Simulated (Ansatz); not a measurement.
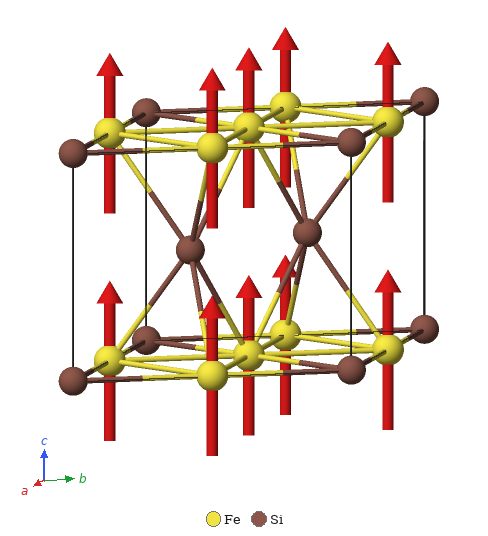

Ball-and-stick drawing of the structure, looking slightly off an axis. One simulation cell is framed, with atoms on its boundary repeated. Arrows are the site magnetic moments above 0.25 μB (those induced on non-metal atoms are left out); longer means larger, and red and blue are up and down (without spin-orbit coupling the axis itself is arbitrary).

This is the state reached for FeSi. Theory: DFT PBE, scalar-relativistic, plane waves, PAW in Ansatz. Numerical settings: a basis cut at 420 eV, Brillouin-zone sampling on a 9×9×10 mesh, Gaussian smearing of 0.1 eV, collinear spins.

Q: Characterise the magnetic order.

A: Ferromagnetic (within this cell). Site moments: 3 Fe +1.2 μB. The net spin moment of the whole cell is 3.4 μB.

The cell started as a structure listed in the Materials Project, with elements exchanged, so it need not be a known form of the compound. The structure drawn was relaxed with DFT PBE, scalar-relativistic, plane waves, PAW (Ansatz).
